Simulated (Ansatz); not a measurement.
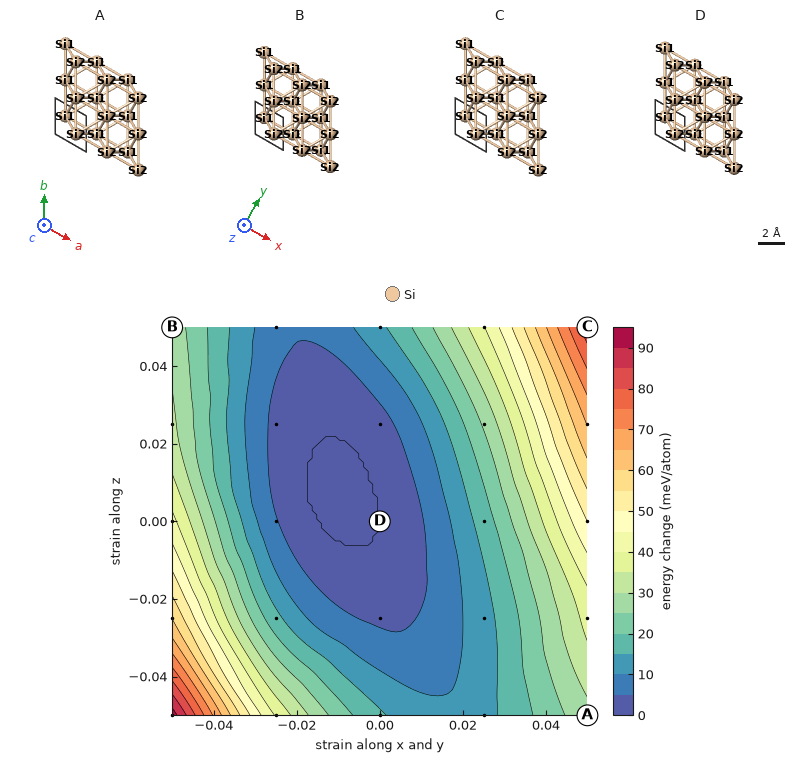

Energy scan for solid Si (P6_3/mmc), in which the cell is strained equally along x and y and separately along z, with the atoms kept at their fractional coordinates. x, y and z are the Cartesian axes of the input. The map is interpolated between the computed points (dots). The lettered frames are marked on it. Style: ball-and-stick. Shown: the cell of the calculation, repeated 3 × 3 × 2 with one cell outlined, along the c axis.

Theory: DFT r2SCAN, scalar-relativistic, plane waves, PAW (Ansatz). Set-up: plane-wave cutoff 500 eV; k-point mesh 24 × 24 × 10; occupations gaussian; smearing width 0.15 eV; no spin polarisation. Energies (free energies at the smearing named) are counted from the cell as listed in its source, which wasn't relaxed.

Question: Where is the lowest point of the map, and what else does it tell?

Answer: In pairs of (strain along x and y; strain along z): the lowest computed point lies at (0.000, 0.000) (0.0 meV/atom), the highest at (−0.050, −0.050) (92.6 meV/atom). The valley is tilted: raising the in-plane strain is made harder by raising the strain along z (cross term 0.49 of the geometric mean of the two curvatures). Over the ranges scanned the energy rises more along the first axis, the in-plane strain. The pressure runs from −9.9 GPa at (0.050, 0.050) to 19.2 GPa at (−0.050, −0.050). The frames lie at A (0.050, −0.050): 28.4 meV/atom, B (−0.050, 0.050): 27.8 meV/atom, C (0.050, 0.050): 83.1 meV/atom, D (0.000, 0.000): 0.0 meV/atom.
